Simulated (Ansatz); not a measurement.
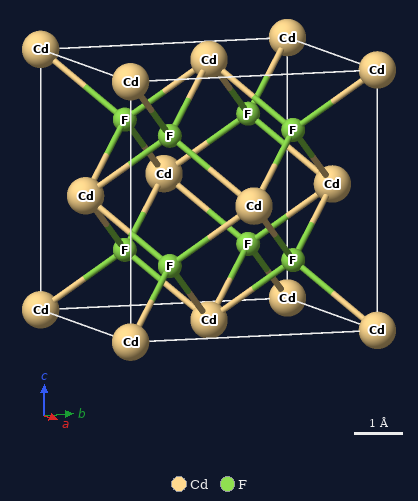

Lattice vibrations of solid CdF2 (a generated structure), at the zone centre. A ball-and-stick model of the conventional cell (4 times the calculation's cell), seen slightly off an axis. Lengths and directions refer to the drawn axes.

Method: DFT PBE, scalar-relativistic, plane waves, PAW (Ansatz). (plane-wave cutoff 420 eV; k-point mesh 8 × 8 × 8; occupations fixed; no spin polarisation)

Frequencies are those without the non-analytic (LO–TO) term.

Question: Which optical modes does it have, at what frequencies, and is it stable there?

Answer: The calculation's cell holds 3 atoms, so there are 6 optical modes, in 2 levels. The optical modes span T₁u + T₂g. No level is unstable.

```json
{"level": "1", "symmetry": "T₁u", "frequency (cm⁻¹)": "193", "activity": "infrared-active"}
{"level": "2", "symmetry": "T₂g", "frequency (cm⁻¹)": "285", "activity": "Raman-active"}
```

The modes drawn as arrows (one member of each degenerate set):

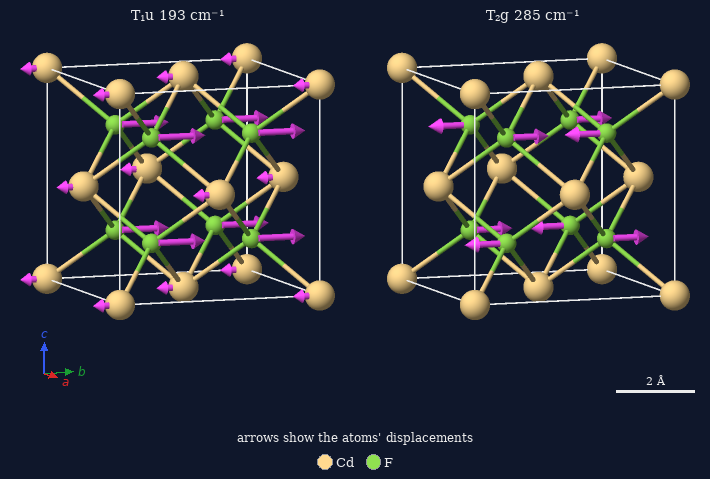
